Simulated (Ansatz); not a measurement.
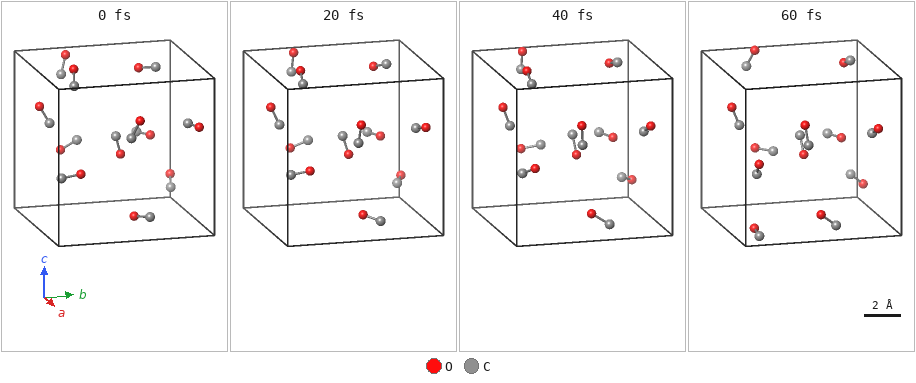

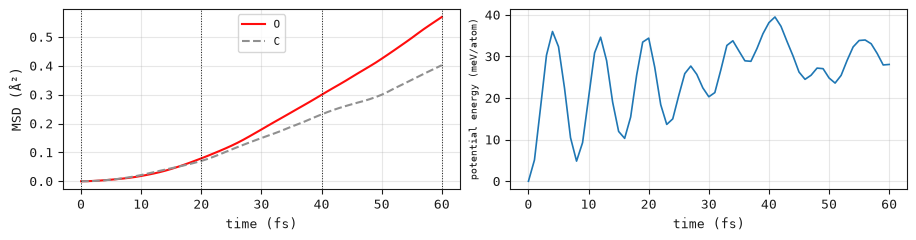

A Born-Oppenheimer molecular dynamics run of a periodic cell with 12 CO at 0.729 g/cm³, 60 fs long. Frames and the history of the run. The picture is a ball-and-stick view of the simulation cell, seen slightly off an axis. Atoms that leave the cell re-enter on the other side.

These are results of DFT r2SCAN, scalar-relativistic, plane waves, PAW (Ansatz), not measurements. Set-up: plane-wave cutoff 500 eV; k-point mesh 1 × 1 × 1; Fermi-Dirac smearing 0.05 eV; low-accuracy preset; Langevin thermostat (NVT); set temperature 1500 K; time step 1 fs; friction 0.02 per fs.

### What do the frames and curves show?

Root-mean-square distances from the starting positions over the second half, with the common drift of all atoms taken out: O 0.61 Å, C 0.52 Å. The heavy atoms stay within a fraction of a molecule's size of their starting places; so short a run doesn't tell a liquid from a solid. Over the second half the temperature averages 1213 K (spread ±105 K). The potential energy in the second half lies on average 29.8 meV per atom above the first frame.

Limits of the set-up: the program's low-accuracy preset was used.

The run took 16 min on 2 threads of Arm Neoverse V2, with other jobs on the host, peak memory 1.3 GiB.
